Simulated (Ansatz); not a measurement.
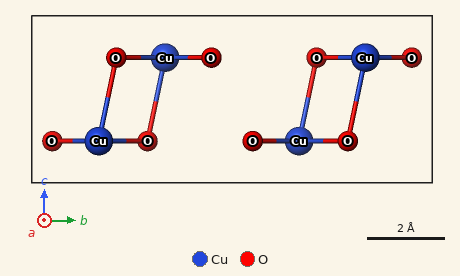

This is the input geometry for a relaxation of a crystal of CuO2 (set up in Cmcm). The picture is a ball-and-stick view of the conventional cell (2 times the calculation's cell), seen along the a axis. Lengths and directions refer to the drawn axes.

The run lets cell and atoms move.

Method: Ansatz, Kohn-Sham DFT of a periodic cell, PBEsol, Ansatz PAW.

Input file:
```yaml
crystal:
  lattice:
    - [1.412615, -5.210747, 0.0]
    - [1.412615, 5.210747, 0.0]
    - [0.0, 0.0, 4.343424]
  atoms:
    - { symbol: Cu, position: [0.167253, 0.832747, 0.75] }
    - { symbol: Cu, position: [0.832747, 0.167253, 0.25] }
    - { symbol: O, position: [0.78897, 0.21103, 0.75] }
    - { symbol: O, position: [0.21103, 0.78897, 0.25] }
    - { symbol: O, position: [0.551486, 0.448514, 0.75] }
    - { symbol: O, position: [0.448514, 0.551486, 0.25] }
hamiltonian:
  xc: pbesol
  pseudopotentials: { kind: paw }
kpoints:
  mp_grid: { grid: [10, 10, 6] }
scf:
  occupations: { method: fermi_dirac, width: 0.05 }
output:
  forces: true
  stress: true
  eigenvalues: true
  write_density: true
  write_potential: true
  elf: true
  volumetric_format: npy
relax:
  f_tol: 0.01
  max_steps: 40
  cell: { stress_tol: 0.05, p_target: 30.0 }
```

Launched with:
```bash
ansatz run input.yaml --threads 2 --pin off --max-ram 5632MiB --backend cpu --events-out ev --progress --plain --runs-dir out
```

> Where does the relaxation end?

The largest moves relative to the cell, 0.30 Å, are those of O atoms. Largest moves by element: O 0.30 Å, Cu 0.11 Å. The volume changes by −26.4 %, with a 2.825 → 2.830 Å (+0.2 %), b 10.421 → 8.907 Å (−14.5 %), c 4.343 → 3.734 Å (−14.0 %). Near-neighbour distances that change, for instance: Cu–O 2.219 → 1.908 Å, Cu–O 1.899 → 1.918 Å, Cu–O 1.858 → 1.873 Å. The space group stays Cmcm (No. 63). After 12 accepted moves (15 points after the start) the energy has risen by 0.438 eV per cell of the calculation. With the target pressure of 30 GPa, the enthalpy E + pV changes by −2.723 eV per cell of the calculation. Largest force component: 0.52 eV/Å at the start, 0.00012 eV/Å at the end. Pressure: −8.72 GPa at the start and 30.00 GPa at the end. At 3 points the geometry stayed and the basis and grid were re-selected for the new cell (energy shift of 27.8 meV per cell of the calculation at most each time). The run took 120 s on 2 threads of Arm Neoverse V2 (shared host), peak memory 0.54 GiB.

The end point in the same view:

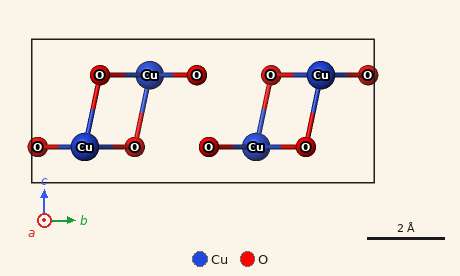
